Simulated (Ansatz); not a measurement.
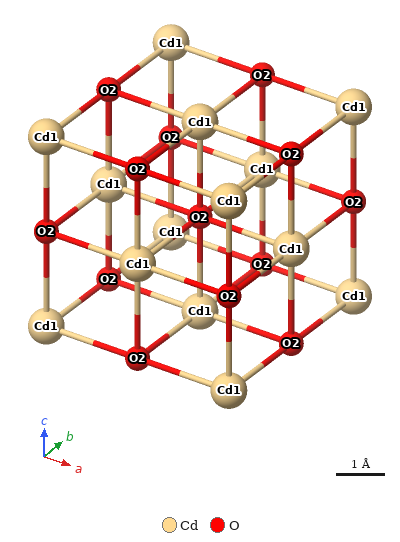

**Figure 1.** The structure as given in the input (ball-and-stick view of the cell 4 times as large as that of the calculation, set on its symmetry axes, seen at an oblique angle; atoms are numbered from 1 in the order of the input). Near neighbours in the crystal (not all of them lie inside the picture): Cd has 6 O at 2.35 Å; O has 6 Cd at 2.35 Å.

**What a change does: single-point calculation on CdO**

System: CdO (Fm-3m, 2 atoms in the cell).
Method of run 1: Kohn-Sham DFT of a periodic cell, revPBE, Ansatz PAW, no spin polarisation (Ansatz 0.2.0).

The structure derives from an entry of the Crystallography Open Database. Text and figures count atoms from 1; the logs count them from 0 in places.

## Input, run 1
```yaml
crystal:
  lattice:
    - [0.0, 2.3495, 2.3495]
    - [2.3495, 0.0, 2.3495]
    - [2.3495, 2.3495, 0.0]
  atoms:
    - { symbol: Cd, position: [0.0, 0.0, 0.0] }
    - { symbol: O, position: [0.5, 0.5, 0.5] }
hamiltonian:
  xc: revpbe
  pseudopotentials: { kind: paw }
kpoints:
  mp_grid: { grid: [10, 10, 10] }
scf:
  occupations: { method: fermi_dirac, width: 0.05 }
output:
  forces: true
  stress: true
  eigenvalues: true
```

Command:
```bash
ansatz run input.yaml --threads 2 --pin off --max-ram 5120MiB --backend cpu --events-out ev --progress --plain --runs-dir out
```

Hardware: 2 threads of Arm Neoverse V1, 24 GiB of memory available, shared host.

## Output, shortened to warnings, some set-up lines, iterations and results (run 1)
```
Basis set: ecut = 420 eV, 531 PW (Γ), exchange–correlation on 48×48×48 points (8 copies of the dense FFT grid, shifted against one another)
Symmetry: 48 space group operations
k-points: 47 of 1000
Initial density: superposition of atomic densities (neutral atoms: chi_scale 0, normalization atom), corrected by the library's trained network
[...]
SCF iter   1: F=—  HF=-8828.499950 eV  |F-HF|=—  |Δ(HF+E_count)|=         —  Δρ=4.87e-3  dr2=4.91e-3  ethr=1.77e-3  ⟨swp⟩=5.3  Hψ=3579  notcnv=0
SCF iter   2: F=—  HF=-8828.499118 eV  |F-HF|=—  |Δ(HF+E_count)|=   8.32e-4  Δρ=1.66e-3  dr2=6.65e-4  ethr=1.89e-5  ⟨swp⟩=2.3  Hψ=1727  notcnv=0
SCF iter   3: F=—  HF=-8828.499032 eV  |F-HF|=—  |Δ(HF+E_count)|=   8.59e-5  Δρ=7.18e-4  dr2=1.13e-4  ethr=2.56e-6  ⟨swp⟩=2.1  Hψ=1168  notcnv=0
SCF iter   4: F=—  HF=-8828.499024 eV  |F-HF|=—  |Δ(HF+E_count)|=   7.96e-6  Δρ=7.56e-5  dr2=6.80e-7  ethr=4.35e-7  ⟨swp⟩=2.0  Hψ=934  notcnv=0
SCF iter   5: F=—  HF=-8828.499013 eV  |F-HF|=—  |Δ(HF+E_count)|=   1.06e-5  Δρ=1.20e-5  dr2=2.00e-8  ethr=2.61e-9  ⟨swp⟩=2.1  Hψ=1172  notcnv=0
SCF iter   6: F=-8828.499013 eV  HF=-8828.499013 eV  |F-HF|=4.18e-11  |Δ(HF+E_count)|=   1.81e-8  Δρ=1.77e-6  dr2=3.42e-10  ethr=7.68e-11  ⟨swp⟩=1.9  Hψ=2444  notcnv=0
SCF 1 converged in 6 iterations: F = -8828.499013 eV  dr2 = 3.42e-10
SCF converged after 6 iterations
Free energy (F): -8828.499013 eV
Harris-Foulkes:  -8828.499013 eV  (|F-HF|=4.18e-11)
Internal energy: -8828.498478 eV  (E = F + TS)
E sigma→0 (E₀):  -8828.498746 eV
Entropy (-TS):   -0.000535 eV (-0.268 meV/atom)
Fermi energy:    12.972077 eV
--- Per-component energies (eV) ---
  E_band       = -349.401682
  E_kinetic    = 680.511762
  E_local      = -3035.549665  (includes V_loc(G=0)·N_el)
  E_nonlocal   = 82.582968
  E_hartree    = 1408.592520
  E_xc         = -250.864106
  E_vxc        = -315.779729  (∫ρ·V_xc dr)
  E_paw        = -4250.078301  (= ΣΔE_a)
  E_vpaw       = -578.355530  (= ΣTr[D̂ρ^β])
  E_aug_tail   = 0.002372  (compensation charges beyond the density's cutoff)
  E_ewald      = -3463.600073
  E_core_change = -0.095954  (= ΣΔE_core)
  E_smearing   = -0.000535  (= −TS)
  E_closure    = 0.000000  (closes the sum)
  Σ components = -8828.499013   (vs F -8828.499013, Δ=0.00e0)
--- Forces (eV/Å), atoms counted from 1 ---
  atom   1  Cd    -0.00000000     0.00000000     0.00000000
  atom   2  O      0.00000000     0.00000000     0.00000000
  max |Σ_I F_I| component: 8.81e-30 eV/Å
--- Stress (GPa, compression-positive) ---
        9.376111      -0.000000       0.000000
        0.000000       9.376111       0.000000
        0.000000      -0.000000       9.376111
  P = ⅓ Tr σ = 9.3761 GPa (93.761 kbar)
```

For run 2 the input was changed thus:
```diff
-  xc: revpbe
+  xc: pbe
+  dispersion: d4
```

Predict how the results change.

The total energies belong to different models, so their difference says nothing on which is more stable or more accurate. The pressure goes from 9.38 to 2.49 GPa. The functional changes from revPBE to PBE. The number of SCF iterations is the same.

## Output, shortened to warnings, some set-up lines, iterations and results (run 2)
```
Basis set: ecut = 420 eV, 531 PW (Γ), exchange–correlation on 48×48×48 points (8 copies of the dense FFT grid, shifted against one another)
Symmetry: 48 space group operations
k-points: 47 of 1000
Initial density: superposition of atomic densities (neutral atoms: chi_scale 0, normalization atom), corrected by the library's trained network
[...]
SCF iter   1: F=—  HF=-8822.047297 eV  |F-HF|=—  |Δ(HF+E_count)|=         —  Δρ=1.08e-3  dr2=1.64e-4  ethr=1.77e-3  ⟨swp⟩=5.3  Hψ=3574  notcnv=0
SCF iter   2: F=—  HF=-8822.047666 eV  |F-HF|=—  |Δ(HF+E_count)|=   3.68e-4  Δρ=3.66e-4  dr2=1.02e-5  ethr=6.30e-7  ⟨swp⟩=2.7  Hψ=1771  notcnv=0
SCF iter   3: F=—  HF=-8822.047711 eV  |F-HF|=—  |Δ(HF+E_count)|=   4.50e-5  Δρ=1.73e-4  dr2=2.09e-6  ethr=3.91e-8  ⟨swp⟩=2.0  Hψ=1258  notcnv=0
SCF iter   4: F=-8822.047720 eV  HF=-8822.047720 eV  |F-HF|=5.24e-8  |Δ(HF+E_count)|=   9.46e-6  Δρ=1.79e-5  dr2=3.86e-8  ethr=8.02e-9  ⟨swp⟩=2.0  Hψ=1223  notcnv=0
SCF iter   5: F=-8822.047720 eV  HF=-8822.047720 eV  |F-HF|=1.38e-9  |Δ(HF+E_count)|=   6.70e-8  Δρ=2.54e-6  dr2=6.48e-10  ethr=1.48e-10  ⟨swp⟩=2.0  Hψ=1223  notcnv=0
SCF iter   6: F=-8822.047720 eV  HF=-8822.047720 eV  |F-HF|=7.28e-12  |Δ(HF+E_count)|=   1.45e-9  Δρ=3.42e-7  dr2=2.60e-11  ethr=2.49e-12  ⟨swp⟩=1.0  Hψ=2141  notcnv=0
SCF 1 converged in 6 iterations: F = -8822.047720 eV  dr2 = 2.60e-11
SCF converged after 6 iterations
Free energy (F): -8822.047720 eV
Harris-Foulkes:  -8822.047720 eV  (|F-HF|=7.28e-12)
Internal energy: -8822.047185 eV  (E = F + TS)
E sigma→0 (E₀):  -8822.047453 eV
Entropy (-TS):   -0.000535 eV (-0.268 meV/atom)
Fermi energy:    12.859604 eV
--- Per-component energies (eV) ---
  E_band       = -351.856184
  E_kinetic    = 680.119269
  E_local      = -3035.266919  (includes V_loc(G=0)·N_el)
  E_nonlocal   = 83.883661
  E_hartree    = 1406.933467
  E_xc         = -250.364388
  E_vxc        = -315.644278  (∫ρ·V_xc dr)
  E_paw        = -4243.127052  (= ΣΔE_a)
  E_vpaw       = -578.817079  (= ΣTr[D̂ρ^β])
  E_aug_tail   = 0.002387  (compensation charges beyond the density's cutoff)
  E_ewald      = -3463.600073
  E_disp       = -0.627537  (pairwise vdW)
  E_smearing   = -0.000535  (= −TS)
  E_closure    = -0.000000  (closes the sum)
  Σ components = -8822.047720   (vs F -8822.047720, Δ=0.00e0)
--- Forces (eV/Å), atoms counted from 1 ---
  atom   1  Cd    -0.00000000    -0.00000000    -0.00000000
  atom   2  O      0.00000000     0.00000000    -0.00000000
  max |Σ_I F_I| component: 2.38e-29 eV/Å
--- Stress (GPa, compression-positive) ---
        2.492602      -0.000000       0.000000
       -0.000000       2.492602       0.000000
       -0.000000      -0.000000       2.492602
  P = ⅓ Tr σ = 2.4926 GPa (24.926 kbar)
```

## The two runs side by side

| quantity | run 1 | run 2 |
| --- | --- | --- |
| outcome | converged | converged |
| free energy per atom (eV) | −4414.2495 | −4411.0239 |
| gap on the mesh (eV) | 0.00 | 0.00 |
| pressure (GPa) | 9.38 | 2.49 |
| largest force (eV/Å) | 0.000 | 0.000 |
| SCF iterations | 6 | 6 |
| irreducible k-points | 47 | 47 |
| plane waves at Γ | 531 | 531 |
| wall time (shared host) | 0.8 s | 0.86 s |

For run 1: Points of doubt noted for this run: forces on files of another functional. The cell is under a pressure of 9.4 GPa at this level, so it is not at its equilibrium volume.
